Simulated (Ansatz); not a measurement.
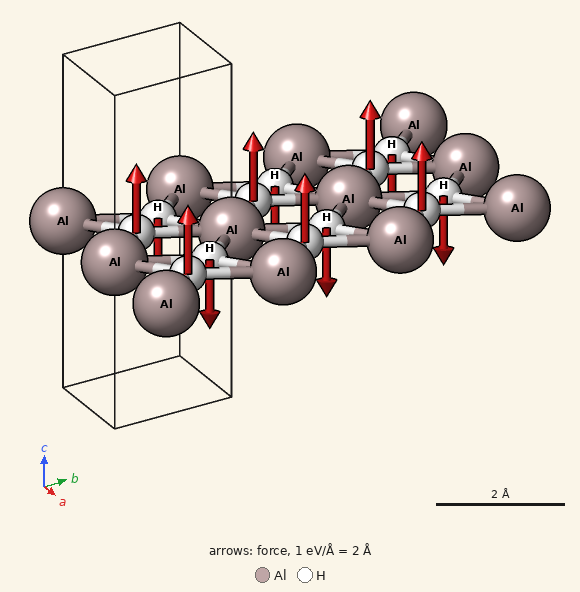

Starting geometry of a crystal of AlH2 (a generated structure, set up in P-3m1) (coarse preliminary run) with the computed forces as red arrows. The picture is a ball-and-stick view of the cell of the calculation, repeated 2 × 3 × 1 with one cell outlined, seen slightly off an axis.

Method: DFT PBE, scalar-relativistic, plane waves, PAW in Ansatz 0.2.0. Set-up: plane-wave cutoff 420 eV; k-point mesh 6 × 6 × 4; occupations gaussian; smearing width 0.1 eV; no spin polarisation; cell and atoms relaxed; force threshold 0.04 eV/Å; at most 70 steps.

> Is this structure relaxed? If not, where do the atoms go?

It isn't relaxed: the largest force vector, on H atoms, is 0.57 eV/Å. The atoms end up moving mostly along the starting forces (cosine between the two patterns 1.00). The largest moves relative to the cell, 0.68 Å, are those of H atoms. Al stays in place. Cell: a = b 2.720 → 3.057 Å (+12.4 %), c 5.420 → 3.075 Å (−43.3 %). Volume −28.3 %. Some distances before and after: Al–H 1.573 → 1.908 Å. Among the angles between lasting bonds that change: H–Al–H 60.3° → 73.5°, Al–H–Al 119.7° → 106.5°, H–Al–H 119.7° → 106.5°. The space group stays P-3m1 (No. 164). The energy falls by 1011 meV per atom in 18 accepted moves (20 points after the start). The largest force component goes from 0.57 to 0.022 eV/Å. Pressure: 27.95 GPa at the start and 0.17 GPa at the end. The line search rejected the trial step at point 17 of the run. At 1 point the geometry stayed and the basis and grid were re-selected for the new cell (energy shift of 3.1 meV per atom at most each time). Cost: 7.3 s on 1 thread of Intel(R) Xeon(R) 6975P-C (Granite Rapids) (shared host), peak memory 0.33 GiB.

Limits of the set-up: the k-point mesh is coarse for a cell with partly filled bands.
